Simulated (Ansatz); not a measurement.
Si16O31 (cell charge +1, with a compensating background) (cell with a defect)

```xyz
47
Lattice="9.8616 0.0000 0.0000 0.0000 8.1797 0.0000 -4.7561 0.0000 8.8081" Properties=species:S:1:pos:R:3 pbc="T T T"
Si    2.0471    7.6524    1.3243
Si    2.8181    4.5608    1.5035
Si    0.5070    3.5888    3.0341
Si   -0.3180    0.5773    2.8218
O     0.7556    7.6571    2.3052
O     2.4059    6.0549    1.1515
O    -0.7492    4.4581    2.5624
O     1.0080    3.8640    4.5294
O     0.4366    2.0411    2.6488
O     3.3085    0.2782    1.9326
O    -3.1205    0.0976    8.7007
Si   -0.1931    7.7318    5.7340
Si    0.6475    4.7230    5.9071
Si   -1.9597    3.5376    7.3756
Si   -2.6706    0.4460    7.1750
O    -1.4394    7.6394    6.7725
O     0.3136    6.2212    5.4148
O    -3.1795    4.5028    6.9213
O     2.9488    3.6177    0.2185
O    -0.5928    4.0255    6.6702
O    -2.1979    1.9893    7.0244
O     1.0115    0.4373    6.3443
O    -0.6960    0.2837    4.3655
Si    6.9835    7.7501    1.5315
Si    7.8736    4.6799    1.4855
Si    5.3692    3.5710    2.9911
Si    4.4977    0.4636    3.0304
O     5.7939    7.7438    2.6372
O     7.5940    6.2563    1.4844
O     4.0080    4.4324    2.5676
O     5.9107    4.1226    4.4109
O     6.5513    3.8221    1.9020
O     4.9327    2.0267    3.0437
O     8.1872    0.6089    1.9333
O     6.3561    8.1741    0.0959
Si    4.5504    7.6515    5.9018
Si    5.4142    4.5624    5.8988
Si    3.0486    3.6309    7.4391
Si    2.1410    0.6019    7.4915
O     3.5005    7.9940    7.0878
O     4.7966    6.0508    5.8750
O     1.9392    4.6945    6.8798
O     8.4072    4.1905    0.0397
O     4.2721    3.5012    6.3767
O     2.3796    2.1894    7.6775
O     5.9505    0.2465    6.1614
O     3.9395    8.1583    4.4757
```

PAW files of the earlier set (soft_1); spin-polarised.

The calculation used DFT PBE, scalar-relativistic, plane waves, PAW in Ansatz 0.2.0.

> Predict the valence pseudo-density and electron localisation function between the atoms.

Si–O (1.60 Å): the density is about 1.3 e/Å³ at the midpoint; the ELF peaks at about 0.85 between the atoms (a polar covalent bond).
Si–O (1.63 Å): the density is about 1.2 e/Å³ at the midpoint; the ELF peaks at about 0.85 between the atoms (a shared but strongly polarised pair).

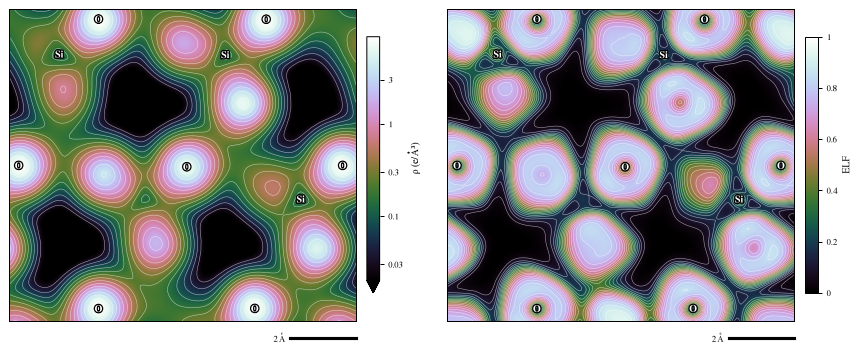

Computed valence pseudo-density and electron localisation function on the (010) plane of the calculation cell, in this order. Atoms just off the plane (Si, 0.3 Å away and O, 0.3 Å away) can leave unmarked features too.

The density is the valence pseudo-density of a PAW calculation; it isn't the true density close to the nuclei.
